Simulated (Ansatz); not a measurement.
CdTe: geometry relaxation (part 2 of 2)

Continued. System: CdTe (F-43m, 2 atoms in the cell). Method: DFT, PBE, plane waves, PAW, no spin polarisation (Ansatz 0.2.0); cutoff 420 eV, 4×4×4 k-mesh, Gaussian smearing of 0.02 eV. The structure derives from an entry of the Crystallography Open Database. The settings are looser than a standard set-up, so the numbers are not reference values.

Geometry of the input (Å; fractional positions):
```
0.0000  3.2050  3.2050
3.2050  0.0000  3.2050
3.2050  3.2050  0.0000
Cd 0.0000  0.0000  0.0000
Te 0.2500  0.2500  0.2500
```

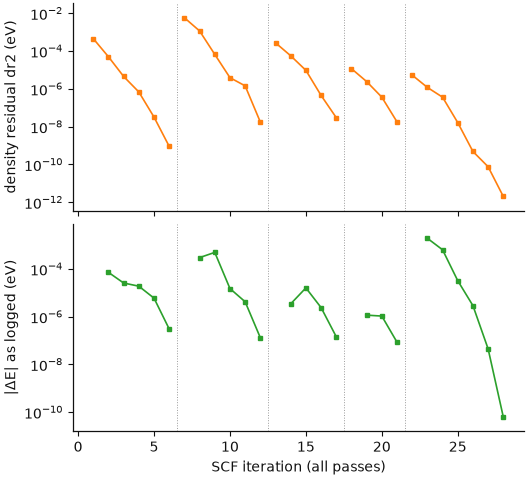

**Figure 1.** Convergence of the self-consistent field: density residual dr2 and size of the energy change against the SCF iteration. The dotted lines part the SCF passes of the relaxation: geometry steps, rejected trials and re-solves on a re-selected basis. The 5 passes take 4 to 7 iterations each, 28 in all.

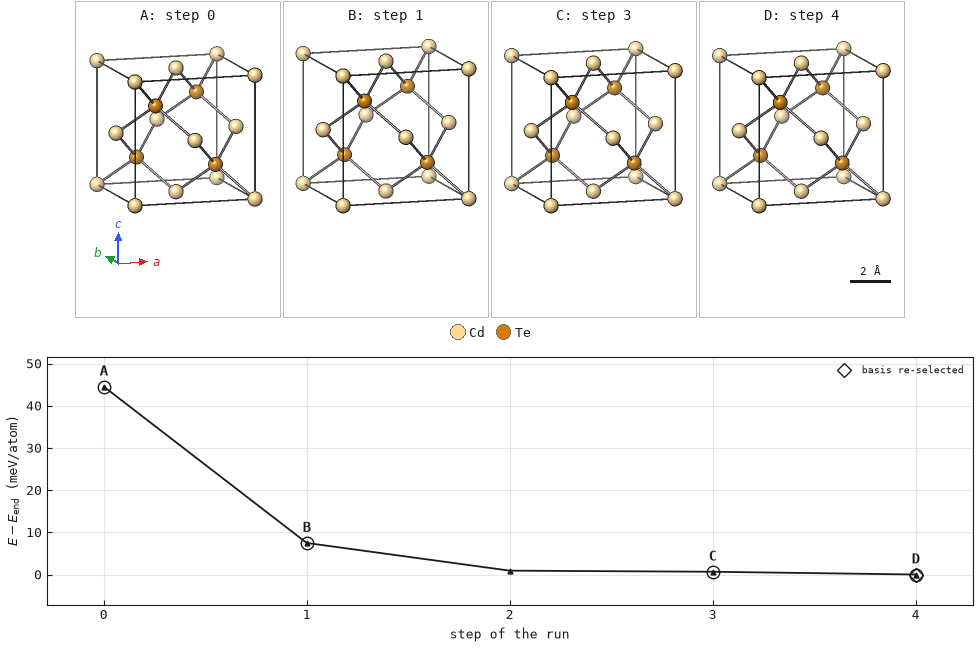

**Figure 2.** Frames of the relaxation (ball-and-stick view of the cell 4 times as large as that of the calculation, set on its symmetry axes, seen slightly off an axis) above the curves, on which the letters mark them (the first geometry is step 0 here and step 1 in the log).

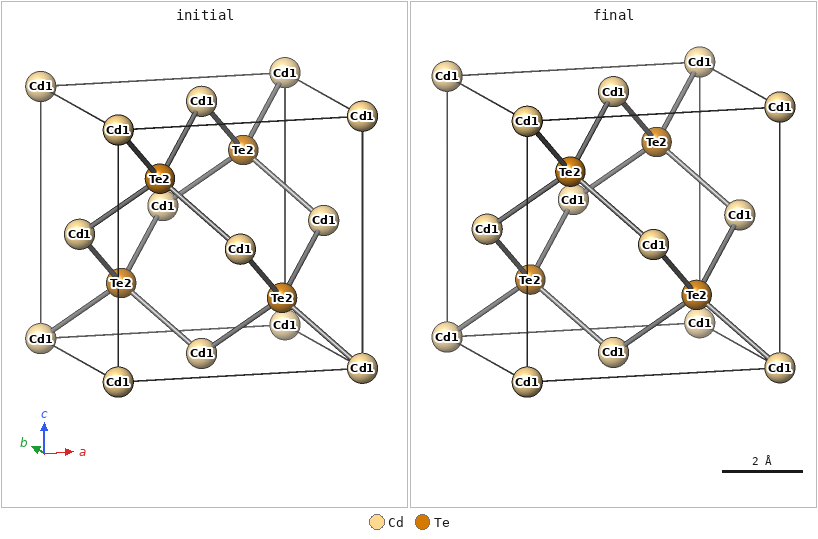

**Figure 3.** Before (left) and after (right) the relaxation, at one scale (ball-and-stick view of the cell 4 times as large as that of the calculation, set on its symmetry axes, seen slightly off an axis). After 3 geometry steps the energy has fallen by 43.9 meV per atom. All forces vanish by symmetry, so only the cell relaxes. Pressure: 4.49 GPa at the start and −0.03 GPa at the end. No atom moves by more than 0.005 Å relative to the cell. The drawn cell changes as follows: a = b = c 6.410 → 6.632 Å (+3.5 %); the volume changes by +10.7 %. Among the contacts that change: Cd1–Te2 2.776 → 2.872 Å. The space group stays F-43m (No. 216). A last SCF at the same geometry on a re-selected plane-wave basis shifts the energy by −0.7 meV per atom. (Atoms are counted from 1 in the order of the input.)

```
basis re-selected at this cell: Δ(F+E_penalty+E_count) = -1.306e-3 eV, ΔP = -0.013 GPa vs the last step (what re-selecting the basis moved, of the pressure what is left beyond the Pulay correction that the steps carried, after the strain that the cell walked since its last selection, with what the two solves' SCF thresholds leave and, on support functions, any second-order correction that the steps lacked; it is no measure of the basis error at this ecutwfc). This SCF's stress stands 3.19e-2 GPa from its target on what of the cell is left free (relax.cell.stress_tol is 5.00e-2 GPa) and its largest allowed force component is 4.05e-17 eV/Å (relax.f_tol is 5.00e-3 eV/Å): within both
SCF converged after 7 iterations
Free energy (F): -15235.282622 eV
Harris-Foulkes:  -15235.282622 eV  (|F-HF|=4.73e-11)
Internal energy: -15235.282622 eV  (E = F + TS)
E sigma→0 (E₀):  -15235.282622 eV
Fermi energy:    6.825320 eV
--- Per-component energies (eV) ---
  E_band       = -816.862871
  E_kinetic    = 684.608384
  E_local      = -5569.377608  (includes V_loc(G=0)·N_el)
  E_nonlocal   = -276.628575
  E_hartree    = 2795.291995
  E_xc         = -300.407355
  E_vxc        = -324.918111  (∫ρ·V_xc dr)
  E_paw        = -8746.187391  (= ΣΔE_a)
  E_vpaw       = -921.130765  (= ΣTr[D̂ρ^β])
  E_aug_tail   = -0.000124  (compensation charges beyond the density's cutoff)
  E_ewald      = -3822.581949
  E_smearing   = -0.000000  (= −TS)
  E_closure    = 0.000000  (closes the sum)
  Σ components = -15235.282622   (vs F -15235.282622, Δ=0.00e0)
--- Forces (eV/Å), atoms counted from 1 ---
  atom   1  Cd     0.00000000     0.00000000    -0.00000000
  atom   2  Te    -0.00000000     0.00000000     0.00000000
  max |Σ_I F_I| component: 6.25e-17 eV/Å
--- Stress (GPa, compression-positive) ---
       -0.031902      -0.000000      -0.000000
       -0.000000      -0.031902       0.000000
       -0.000000       0.000000      -0.031902
  P = ⅓ Tr σ = -0.0319 GPa (-0.319 kbar)
--- Band table (eV; the first three rows and the last of 8) ---
  k-point 0: bands = ["-95.4521", "-56.5148", "-56.5148", "-56.5148", "-29.3009", "-29.3009", "-29.3009", "-29.2951", "-29.2951", "-4.2496", "-1.5497", "-1.5497", "-1.5497", "-1.3385", "-1.3385", "6.5483", "6.5483", "6.5483", "7.1016", "11.1844", "11.1844", "11.1844"]
  k-point 1: bands = ["-95.4521", "-56.5148", "-56.5148", "-56.5148", "-29.3009", "-29.3008", "-29.3008", "-29.2950", "-29.2950", "-4.0805", "-1.5207", "-1.5207", "-1.3707", "-1.3386", "-1.3386", "3.9936", "6.1751", "6.1751", "8.4055", "11.6947", "11.6947", "11.7779"]
  k-point 2: bands = ["-95.4521", "-56.5148", "-56.5148", "-56.5148", "-29.3009", "-29.3007", "-29.3007", "-29.2950", "-29.2950", "-3.9149", "-1.4982", "-1.4982", "-1.3311", "-1.3311", "-1.0349", "2.4944", "5.8689", "5.8689", "8.2862", "11.7568", "11.7568", "13.5265"]
  k-point 7: bands = ["-95.4521", "-56.5148", "-56.5148", "-56.5148", "-29.3009", "-29.3008", "-29.3005", "-29.2950", "-29.2949", "-3.8144", "-1.4511", "-1.4435", "-1.3614", "-1.3368", "-0.8542", "2.6725", "4.4862", "4.6255", "10.5494", "11.2419", "12.0114", "12.8835"]
--- Relaxed structure (4 steps of the walk, 4 accepted, 1 SCFs on fresh bases) ---
  F+E_penalty+E_count = -15235.28262168 eV   max|allowed force component| = 4.048e-17 eV/Å   (the final SCF, on the basis selected at the relaxed cell)
  cell:  # Å, volume = 72.9120 Å³
    - [6.32661441770939e-34, 3.315810846751319, 3.315810846751319]
    - [3.315810846751319, 6.746053637356106e-33, 3.315810846751319]
    - [3.315810846751319, 3.315810846751319, 7.746020379550292e-33]
  atoms:
    - { symbol: Cd, position: [-9.514474504253116e-34, 8.112341419415815e-34, 1.1517521768306404e-33] }
    - { symbol: Te, position: [0.25000000000000006, 0.25000000000000006, 0.25000000000000006] }
```

## Trajectory as extended XYZ (Å, eV, eV/Å), 5 frames, from step=1 to step=5
```
2
Lattice="0.0000 3.2050 3.2050 3.2050 0.0000 3.2050 3.2050 3.2050 0.0000" Properties=species:S:1:pos:R:3:forces:R:3 step=1 energy=-15235.19355 pressure_GPa=4.49
Cd    0.0000    0.0000    0.0000    0.0000   0.0000   0.0000
Te    1.6025    1.6025    1.6025    0.0000   0.0000   0.0000
2
Lattice="0.0000 3.3612 3.3612 3.3612 0.0000 3.3612 3.3612 3.3612 0.0000" Properties=species:S:1:pos:R:3:forces:R:3 step=2 energy=-15235.26767 pressure_GPa=-1.31
Cd    0.0000    0.0000    0.0000    0.0000   0.0000   0.0000
Te    1.6806    1.6806    1.6806    0.0000   0.0000   0.0000
2
Lattice="0.0000 3.3234 3.3234 3.3234 0.0000 3.3234 3.3234 3.3234 0.0000" Properties=species:S:1:pos:R:3:forces:R:3 step=3 energy=-15235.28079 pressure_GPa=-0.25
Cd    0.0000    0.0000    0.0000    0.0000   0.0000   0.0000
Te    1.6617    1.6617    1.6617    0.0000   0.0000   0.0000
2
Lattice="0.0000 3.3158 3.3158 3.3158 0.0000 3.3158 3.3158 3.3158 0.0000" Properties=species:S:1:pos:R:3:forces:R:3 step=4 energy=-15235.28132 pressure_GPa=-0.02
Cd    0.0000    0.0000    0.0000    0.0000   0.0000   0.0000
Te    1.6579    1.6579    1.6579    0.0000   0.0000   0.0000
2
Lattice="0.0000 3.3158 3.3158 3.3158 0.0000 3.3158 3.3158 3.3158 0.0000" Properties=species:S:1:pos:R:3:forces:R:3 step=5 energy=-15235.28262 pressure_GPa=-0.03
Cd    0.0000    0.0000    0.0000    0.0000   0.0000   0.0000
Te    1.6579    1.6579    1.6579    0.0000   0.0000   0.0000
```
